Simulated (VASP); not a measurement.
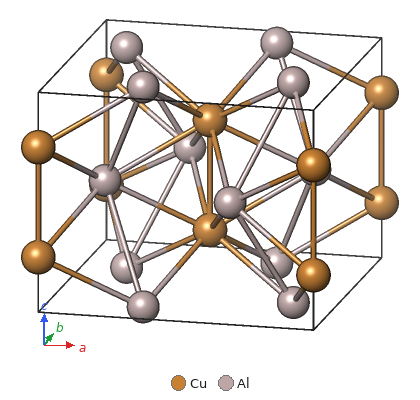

Al₂Cu, space group I4/mcm (No. 140), a = 6.067 Å, b = 6.067 Å, c = 4.877 Å, α = 90.00°, β = 90.00°, γ = 90.00°. Source: an entry of the Crystallography Open Database, as set up for an electronic-structure calculation. Forms under 0.4 % of the area are left out.

> Which faces does the BFDH rule predict for this crystal?

The forms computed, by share of the surface:

| form | faces | d (Å) | share of area (%) |
| --- | --- | --- | --- |
| {110} | 4 | 4.290 | 75.6 |
| {002} | 2 | 2.438 | 20.9 |
| {211} | 16 | 2.371 | 3.5 |

Widths along a, b and c stand as 1.00 : 1.00 : 1.24.

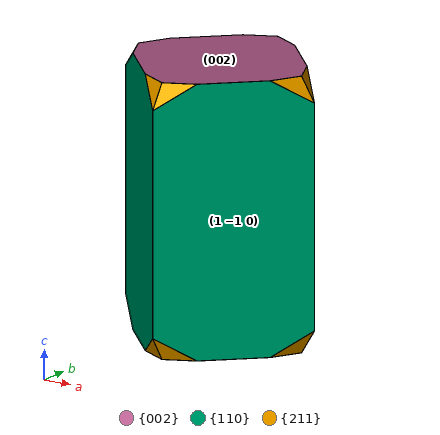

The computed shape, faces indexed. The rule is geometric and ignores bonding and growth conditions.
